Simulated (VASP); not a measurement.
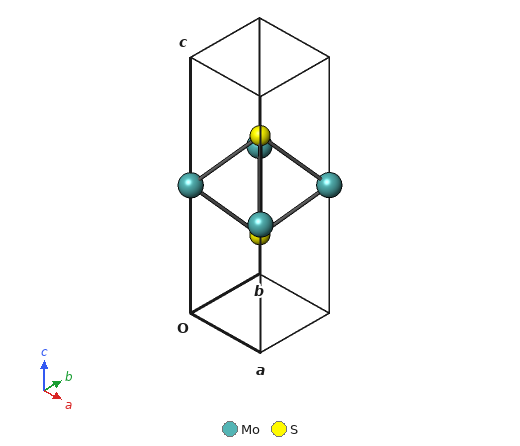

For MoS2, a cell listed in the Materials Project, as set up for an electronic-structure calculation: one unit cell is drawn above. All values are computed from the atomic coordinates in the standard setting (tolerance 0.002 Å).

```
Mo S
1.0
     3.22746    0.00000    0.00000
    -1.61373    2.79507    0.00000
     0.00000    0.00000    6.31247
Mo S
1 2
Cartesian
  0.0000 0.0000 3.1562
  1.6137 0.9317 4.7008
  0.0000 1.8634 1.6117
```

**What is its point group?**

-3m (D3d), order 12, trigonal system: one threefold axis, three twofold axes, three mirror planes, an inversion centre.

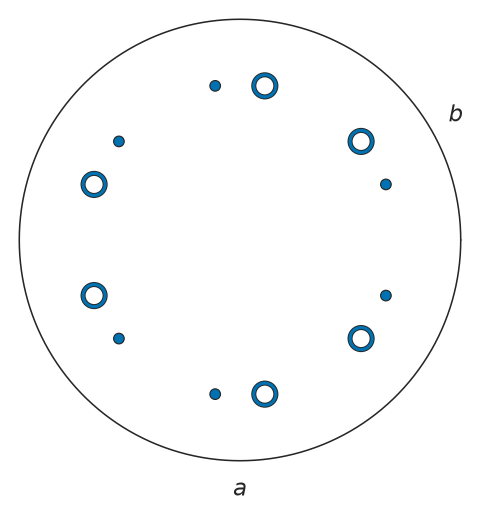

Stereographic projection: filled dots lie in the upper hemisphere, open rings in the lower. The poles are one general form. The c axis points at the viewer.

**What does this class allow?**

Class -3m is centrosymmetric, so neither piezoelectric nor pyroelectric; it is not chiral. Its Laue class is -3m.
